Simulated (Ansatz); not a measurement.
The calculation's input:

```
crystal:
  lattice:
    - [0.0, 2.9675306062, 2.9675306062]
    - [2.9675306062, 0.0, 2.9675306062]
    - [2.9675306062, 2.9675306062, 0.0]
  atoms:
    - { symbol: Ca, position: [0.0, 0.0, 0.0] }
    - { symbol: Se, position: [0.5, 0.5, 0.5] }
kpoints:
  mp_grid: { grid: [8, 8, 8] }
  band_path:
    path:
      - [0.0, 0.0, 0.0]
      - [0.5, 0.0, 0.5]
      - [0.625, 0.25, 0.625]
      - [0.375, 0.375, 0.75]
      - [0.5, 0.5, 0.5]
      - [0.5, 0.25, 0.75]
      - [0.0, 0.5, 0.5]
    npoints: 1
hamiltonian:
  xc: r2scan
scf:
  occupations: { method: fixed }
  n_extra_bands: 4
output:
  forces: true
  stress: true
  eigenvalues: true
  write_density: true
  write_potential: true
  elf: true
  volumetric_format: npy
```

Launched as:

```sh
ansatz run input.yaml --threads 2 --pin off --max-ram 2211MiB --backend cpu --events-out ev --progress --plain --runs-dir out
```

Below, planes, directions and counts refer to the conventional cell (a = 5.94 Å, b = 5.94 Å, c = 5.94 Å, α = 90.00°, β = 90.00°, γ = 90.00°).

Space group Fm-3m; started from the measured structure prototype, which need not be the ambient phase.

All numbers below come from DFT, r2SCAN, plane waves, PAW (Ansatz).

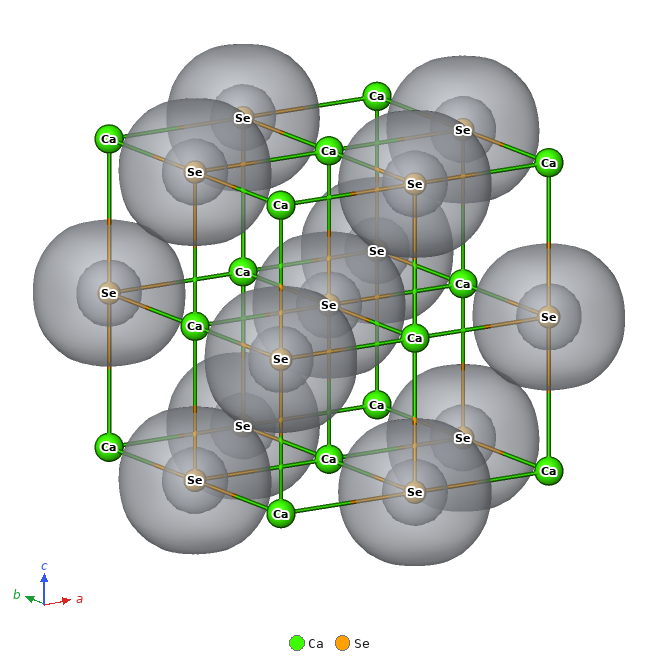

CaSe. Isosurface of the ELF at 0.7 (grey), seen at an oblique angle. Only the valence region is drawn (cores and ρ < 0.01 e/Å³ removed). Sticks mark near contacts.

### Where are the electrons localised?

The surface consists of four regions wrapped around Se (the valence shell of each), counted in one cell of 8 atoms. Any copies at cell faces, edges or corners count once. Along the contacts the grid gives the following. Ca–Se (2.97 Å): the ELF is about 0.40 at the midpoint: a largely ionic contact.
